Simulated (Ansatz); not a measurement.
# AlN: single-point calculation (part 1 of 2)

AlN (slab, 48 atoms in the cell), computed with DFT PBE+D3(BJ), scalar-relativistic, plane waves, PAW, no spin polarisation (Ansatz 0.2.0).

The structure derives from an entry of the Crystallography Open Database. It belongs to a series of runs on one base structure; here: the slab at its places in the relaxed adsorbed structure.

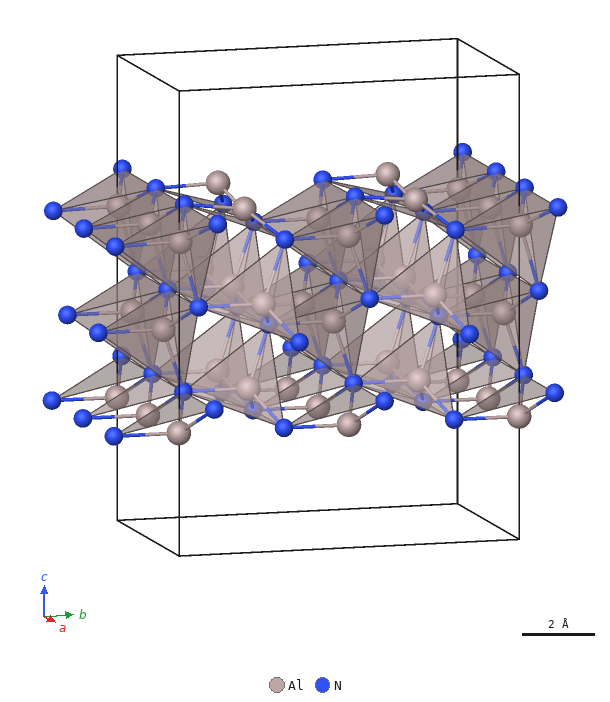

Fig. 1: The structure as given in the input (polyhedral view of the cell of the calculation, with the vacuum cut short, seen slightly off an axis; polyhedra are completed across the faces of the cell). An atom can appear more than once, as a periodic image.

The input
```yaml
crystal:
  lattice:
    - [6.2188310357, 0.0, 0.0]
    - [0.0, 9.957569126, 0.0]
    - [0.0, 0.0, 26.2577766019]
  atoms:
    - { symbol: Al, position: [0.5, 0.9992212451, 0.3046716454] }
    - { symbol: Al, position: [0.5, 0.4992212451, 0.3046716454] }
    - { symbol: Al, position: [0.0, 0.9992212451, 0.3046716454] }
    - { symbol: Al, position: [0.0, 0.4992212451, 0.3046716454] }
    - { symbol: "N", position: [0.5, 0.3082787549, 0.3046716454] }
    - { symbol: "N", position: [0.5, 0.8082787549, 0.3046716454] }
    - { symbol: "N", position: [0.0, 0.3082787549, 0.3046716454] }
    - { symbol: "N", position: [0.0, 0.8082787549, 0.3046716454] }
    - { symbol: Al, position: [0.75, 0.2492212451, 0.3388562207] }
    - { symbol: Al, position: [0.75, 0.7492212451, 0.3388562207] }
    - { symbol: Al, position: [0.25, 0.2492212451, 0.3388562207] }
    - { symbol: Al, position: [0.25, 0.7492212451, 0.3388562207] }
    - { symbol: "N", position: [0.75, 0.0582787549, 0.3388562207] }
    - { symbol: "N", position: [0.75, 0.5582787549, 0.3388562207] }
    - { symbol: "N", position: [0.25, 0.0582787549, 0.3388562207] }
    - { symbol: "N", position: [0.25, 0.5582787549, 0.3388562207] }
    - { symbol: Al, position: [0.75, 0.9992212451, 0.4072253715] }
    - { symbol: Al, position: [0.75, 0.4992212451, 0.4072253715] }
    - { symbol: Al, position: [0.25, 0.9992212451, 0.4072253715] }
    - { symbol: Al, position: [0.25, 0.4992212451, 0.4072253715] }
    - { symbol: "N", position: [0.75, 0.3082787549, 0.4072253715] }
    - { symbol: "N", position: [0.75, 0.8082787549, 0.4072253715] }
    - { symbol: "N", position: [0.25, 0.3082787549, 0.4072253715] }
    - { symbol: "N", position: [0.25, 0.8082787549, 0.4072253715] }
    - { symbol: Al, position: [0.0013697818, 0.247671996, 0.4402992073] }
    - { symbol: Al, position: [0.0013815734, 0.7511617449, 0.440739442] }
    - { symbol: Al, position: [0.4986367875, 0.2476627448, 0.4402949368] }
    - { symbol: Al, position: [0.4986306261, 0.7511852186, 0.4407395417] }
    - { symbol: "N", position: [0.0002004574, 0.0575712752, 0.4401969664] }
    - { symbol: "N", position: [0.0014379001, 0.5598852769, 0.4404504731] }
    - { symbol: "N", position: [0.4998021901, 0.0575796241, 0.4401933723] }
    - { symbol: "N", position: [0.498565238, 0.5598999035, 0.4404581577] }
    - { symbol: Al, position: [-4.41363e-05, 1.0039041416, 0.5122918883] }
    - { symbol: Al, position: [-0.0090811483, 0.4990571556, 0.5096453625] }
    - { symbol: Al, position: [0.5000465267, 1.0039765352, 0.5122924752] }
    - { symbol: Al, position: [0.5090965388, 0.4990315321, 0.5096479844] }
    - { symbol: "N", position: [-0.0010743353, 0.3110883409, 0.5089332263] }
    - { symbol: "N", position: [0.0027665146, 0.8118334839, 0.5105448328] }
    - { symbol: "N", position: [0.5010874344, 0.3110714785, 0.5089323708] }
    - { symbol: "N", position: [0.497265003, 0.8118560955, 0.5105520112] }
    - { symbol: Al, position: [0.2499953601, 0.2508125285, 0.5426333814] }
    - { symbol: Al, position: [0.2500046872, 0.7495770607, 0.5428470089] }
    - { symbol: Al, position: [0.750015877, 0.2373542038, 0.5340255473] }
    - { symbol: Al, position: [0.7500228401, 0.7406814868, 0.5348358421] }
    - { symbol: "N", position: [0.2499787128, 0.0680798781, 0.539982406] }
    - { symbol: "N", position: [0.2500072324, 0.5585178113, 0.5404875416] }
    - { symbol: "N", position: [0.7500237164, 0.0606770331, 0.5419214045] }
    - { symbol: "N", position: [0.7499981213, 0.5626988405, 0.5413321647] }
basis:
  ecutwfc: 420
kpoints:
  mp_grid: { grid: [3, 2, 1] }
hamiltonian:
  xc: pbe
  dispersion: d3bj
scf:
  occupations: { method: gaussian, width: 0.05 }
output:
  forces: true
  eigenvalues: true
  write_density: true
  volumetric_format: npy
efield:
  axis: 3
  dipole_correction: true
  ramp_width: 0.04
```

Machine: 4 threads of Arm Neoverse V2, 24 GiB of memory available, shared host.

Launched with:
```bash
ansatz run input.yaml --threads 4 --pin off --max-ram 10240MiB --backend cpu --events-out ev --progress --plain --runs-dir out
```

The program's output
```
Engine: ansatz 0.2.0, aarch64-unknown-linux-gnu
Pseudopotentials: kind: paw
Pseudopotential: Al, paw, valence charge 3, recommended cutoff 420 eV (normal), Al.paw.azcp
Pseudopotential: N, paw, valence charge 5, recommended cutoff 420 eV (normal), N.paw.azcp
Functional definition: PBE
  parameter kappa = 0.804
  parameter beta = 0.06672455060314922
  exchange = pbe_x(kappa = kappa, mu = beta*pi^2/3)
  correlation = pbe_c(beta = beta)
Crystal: 48 atoms, lattice volume = 1625.998 Å³
Basis set: ecut = 420 eV, 31843 PW (Γ), exchange–correlation on 90×144×360 points (8 copies of the dense FFT grid, shifted against one another)
Bands: 144, of which v1, the nominal top of the filled ones, is band 96 counted from 1 (95 counted from 0)
Symmetry: 1 space group operations
Space group: P1 (ITA 1), of the structure as read, at distance tolerance 1.2e-4 Å
k-points: 4 of 6 (time reversal used)
Non-local potential: Al, projectors of the file, l = 0: 2, l = 1: 2, l = 2: 1
Non-local potential: N, projectors of the file, l = 0: 2, l = 1: 2, l = 2: 1
PAW form: soft (Blöchl's): semilocal exchange-correlation on the pseudo side does not see the compensation charge
PAW one-centre angular grid: Al, 110 points (default); XC on 64 Gauss nodes
PAW one-centre angular grid: N, 110 points (default); XC on 64 Gauss nodes
Initial density: superposition of atomic densities (neutral atoms: chi_scale 0, normalization atom), corrected by the library's trained network
Initial wavefunctions: pseudopotential atomic-orbital guess
Functional: x = pbe(κ = 0.804, μ = 0.2195149727645171), c = pbe(β = 0.06672455060314922)
SCF iter   1: F=—  HF=-22172.155484 eV  |F-HF|=—  |Δ(HF+E_count)|=         —  Δρ=1.47e-3  dr2=4.21e-2  ethr=1.77e-3  p=0.065 e·Å  D=7.23e-3 V/Å  ΔV_dip=-0.19 eV  dr2_dipole=4.21e-7  V_vac-E_F(+/−)=4.00/4.19 eV  ⟨swp⟩=13.8  Hψ=4337  notcnv=0  defer=79
efield: sawtooth ramp at fractional position 0.9038 (placed from the atoms, in the widest stretch of the axis that holds none; the zero of the levels goes with the place), width 0.0400; the density the first Hamiltonian is built on has a dipole p = 0.065 e·Å; the dipole correction subtracts the counter field D = 7.23e-3 V/Å, which shifts the + side's vacuum level by -0.19 eV against the − side's; the planar-averaged density in the ramp window peaks in size at 1.4e-6 e/Å³
preconditioner: auto → Resta (q_TF=auto, 1.911 Å⁻¹)  ε∞=2.3  [insulator: Δε(μ)=1.345 eV  Ē_g=11.182 eV  σ=0.050 eV  W_gap=1.00  n_scr=186 (ndim 8)  ℏωp=12.8 eV  f_vac=0.618  D(μ)=0.00/eV (n_scr^D=0)  ε∞_Penn≈2.3  vacuum switching on, ρ_ref=9.1e-3 e/Å³]
SCF iter   2: F=—  HF=-22172.157784 eV  |F-HF|=—  |Δ(HF+E_count)|=   2.30e-3  Δρ=8.11e-4  dr2=1.05e-2  ethr=2.19e-5  p=0.056 e·Å  D=6.22e-3 V/Å  ΔV_dip=-0.16 eV  dr2_dipole=7.67e-6  V_vac-E_F(+/−)=4.10/4.26 eV  ⟨swp⟩=2.2  Hψ=1077  notcnv=0  defer=150
SCF iter   3: F=—  HF=-22172.160126 eV  |F-HF|=—  |Δ(HF+E_count)|=   2.34e-3  Δρ=4.29e-4  dr2=2.61e-3  ethr=5.49e-6  p=0.050 e·Å  D=5.52e-3 V/Å  ΔV_dip=-0.14 eV  dr2_dipole=3.88e-6  V_vac-E_F(+/−)=4.10/4.24 eV  ⟨swp⟩=2.0  Hψ=731  notcnv=0  defer=150
SCF iter   4: F=—  HF=-22172.161790 eV  |F-HF|=—  |Δ(HF+E_count)|=   1.66e-3  Δρ=2.05e-4  dr2=9.19e-4  ethr=1.36e-6  p=0.044 e·Å  D=4.87e-3 V/Å  ΔV_dip=-0.13 eV  dr2_dipole=1.69e-6  V_vac-E_F(+/−)=4.12/4.25 eV  ⟨swp⟩=2.0  Hψ=723  notcnv=0  defer=150
SCF iter   5: F=—  HF=-22172.162233 eV  |F-HF|=—  |Δ(HF+E_count)|=   4.43e-4  Δρ=5.22e-5  dr2=5.67e-5  ethr=4.79e-7  p=0.042 e·Å  D=4.67e-3 V/Å  ΔV_dip=-0.12 eV  dr2_dipole=2.53e-7  V_vac-E_F(+/−)=4.13/4.26 eV  ⟨swp⟩=2.2  Hψ=788  notcnv=0  defer=150
SCF iter   6: F=—  HF=-22172.160511 eV  |F-HF|=—  |Δ(HF+E_count)|=   1.72e-3  Δρ=2.42e-5  dr2=1.07e-5  ethr=2.95e-8  p=0.041 e·Å  D=4.51e-3 V/Å  ΔV_dip=-0.12 eV  dr2_dipole=1.40e-8  V_vac-E_F(+/−)=4.14/4.26 eV  ⟨swp⟩=2.0  Hψ=784  notcnv=0  defer=150
SCF iter   7: F=—  HF=-22172.160514 eV  |F-HF|=—  |Δ(HF+E_count)|=   2.88e-6  Δρ=9.78e-6  dr2=1.54e-6  ethr=5.57e-9  p=0.040 e·Å  D=4.49e-3 V/Å  ΔV_dip=-0.12 eV  dr2_dipole=1.75e-9  V_vac-E_F(+/−)=4.14/4.26 eV  ⟨swp⟩=2.0  Hψ=729  notcnv=0  defer=150
SCF iter   8: F=—  HF=-22172.160515 eV  |F-HF|=—  |Δ(HF+E_count)|=   9.01e-7  Δρ=3.72e-6  dr2=2.24e-7  ethr=8.04e-10  p=0.040 e·Å  D=4.50e-3 V/Å  ΔV_dip=-0.12 eV  dr2_dipole=1.10e-9  V_vac-E_F(+/−)=4.14/4.26 eV  ⟨swp⟩=2.0  Hψ=748  notcnv=0  defer=150
SCF iter   9: F=-22172.160516 eV  HF=-22172.160516 eV  |F-HF|=2.76e-10  |Δ(HF+E_count)|=   4.27e-7  Δρ=1.53e-6  dr2=4.41e-8  ethr=5.21e-11  p=0.040 e·Å  D=4.49e-3 V/Å  ΔV_dip=-0.12 eV  dr2_dipole=8.42e-11  V_vac-E_F(+/−)=4.14/4.26 eV  ⟨swp⟩=26.2  Hψ=4509  notcnv=0
SCF 1 converged in 9 iterations: F = -22172.160516 eV  dr2 = 4.41e-8
  greatest PAW one-centre occupation: 0.794 electrons in one spin orbital (limit 2), on the N atom at site 46 (counted from 0), in its partial waves of l = 0
```

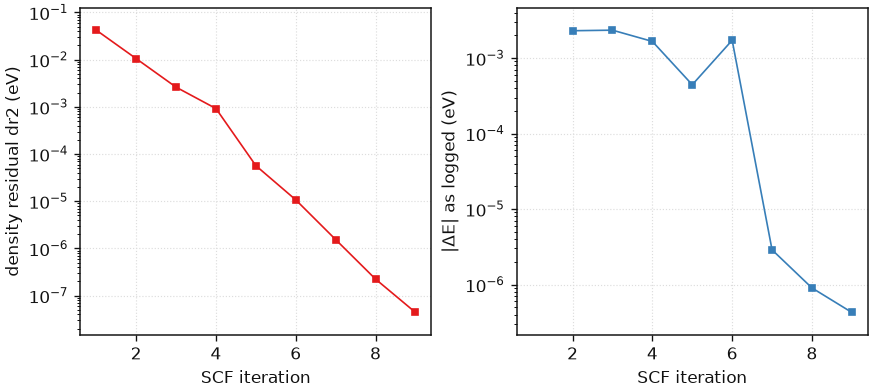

Fig. 2: Convergence of the self-consistent field: density residual dr2 and size of the energy change against the SCF iteration. The residual falls at every step.

```
SCF converged after 9 iterations
Free energy (F): -22172.160516 eV
Harris-Foulkes:  -22172.160516 eV  (|F-HF|=2.76e-10)
Internal energy: -22172.160516 eV  (E = F + TS)
E sigma→0 (E₀):  -22172.160516 eV
Fermi energy:    -0.287640 eV
Dipole field:    D = 0.004498 V/Å  (p = 0.040417 e·Å, saw-weighted, corrected)
Work function:   Φ+ = 4.1396 eV   Φ− = 4.2577 eV
Levels:          The Fermi level and band energies are counted from a zero that moves with the ramp; work functions are not
--- Per-component energies (eV) ---
  E_band       = -1258.927050
  E_kinetic    = 3781.488769
  E_local      = -121325.068095  (includes V_loc(G=0)·N_el)
  E_nonlocal   = 1333.828803
  E_hartree    = 59035.127143
  E_xc         = -2425.080613
  E_vxc        = -2565.110707  (∫ρ·V_xc dr)
  E_paw        = -14280.001066  (= ΣΔE_a)
  E_vpaw       = -554.313886  (= ΣTr[D̂ρ^β])
  E_aug_tail   = 0.002298  (compensation charges beyond the density's cutoff)
  E_efield     = 0.000091  (sawtooth field / dipole correction)
  E_vefield    = 0.004538  (∫n·V_field dr)
  E_ewald      = 51717.164350
  E_disp       = -9.622195  (pairwise vdW)
  E_smearing   = -0.000000  (= −TS)
  E_closure    = -0.000000  (closes the sum)
  Σ components = -22172.160516   (vs F -22172.160516, Δ=0.00e0)
--- Forces (eV/Å), atoms counted from 1 ---
  atom   1  Al    -0.00210513    -1.81000644     1.88253722
  atom   2  Al    -0.00152193    -1.81319416     1.88383240
  atom   3  Al     0.00210573    -1.81000339     1.88260407
  atom   4  Al     0.00152298    -1.81322292     1.88380773
  atom   5  N      0.00257110     0.79930932     0.34371173
  atom   6  N      0.00486608     0.80682674     0.35054332
  atom   7  N     -0.00256781     0.79931602     0.34368096
  atom   8  N     -0.00485867     0.80678891     0.35053982
  atom   9  Al     0.00011078     1.01756518    -1.69740862
  atom  10  Al    -0.00002706     0.98334017    -1.66801292
  atom  11  Al    -0.00008832     1.03146863    -1.68685953
  atom  12  Al     0.00007300     1.00912290    -1.65197861
  atom  13  N     -0.00001767     0.32053626    -1.30358580
  atom  14  N     -0.00006322     0.31640147    -1.31257160
  atom  15  N      0.00002689     0.32301759    -1.30997306
  atom  16  N      0.00007992     0.31806028    -1.31501798
  atom  17  Al     0.00090606    -0.33496315     0.22421300
  atom  18  Al    -0.00123487    -0.12453270     0.22720139
  atom  19  Al    -0.00062315    -0.37152634     0.21381602
  atom  20  Al     0.00169858    -0.25279644     0.32336930
  atom  21  N      0.00034186    -0.05652791     0.71998117
  atom  22  N      0.00104181     0.03975379     0.79677958
  atom  23  N      0.00025127    -0.00201344     0.51000750
  atom  24  N      0.00007211     0.13222138     0.50721328
  atom  25  Al     0.09302330    -0.11092378    -0.38101456
  atom  26  Al     0.12213238    -0.36648646    -0.21420480
  atom  27  Al    -0.09347795    -0.10833850    -0.38062335
  atom  28  Al    -0.12304102    -0.36852997    -0.21061741
  atom  29  N     -0.06428210    -0.00387520     0.18302130
  atom  30  N     -0.33367238    -0.09739598    -0.34376744
  atom  31  N      0.06399781    -0.00487898     0.18378960
  atom  32  N      0.33338852    -0.09928875    -0.34658626
  atom  33  Al     0.06171157     0.14293354    -0.24926656
  atom  34  Al     1.19065147     1.10899179     0.81989331
  atom  35  Al    -0.06146034     0.13233522    -0.24844350
  atom  36  Al    -1.19152720     1.11299299     0.81900235
  atom  37  N      0.20239926    -0.14740122     0.76653382
  atom  38  N      0.01542297     0.51880231     0.54367007
  atom  39  N     -0.20271419    -0.14869169     0.76707809
  atom  40  N     -0.01608787     0.52070175     0.54242603
  atom  41  Al    -0.00028608    -0.59975998    -1.87493218
  atom  42  Al     0.00306941    -2.42730665    -1.62709523
  atom  43  Al     0.00062661    -0.07777307    -0.16770229
  atom  44  Al    -0.00353907    -0.53392028    -0.19077881
  atom  45  N      0.00129102     0.30910875     0.73813185
  atom  46  N     -0.00012394     0.82154369     0.06735165
  atom  47  N     -0.00137865     0.07036300     0.25701816
  atom  48  N      0.00131458     0.04210264     0.04865033
  max |Σ_I F_I| component: 2.47e-4 eV/Å
--- Band table (eV) ---
```
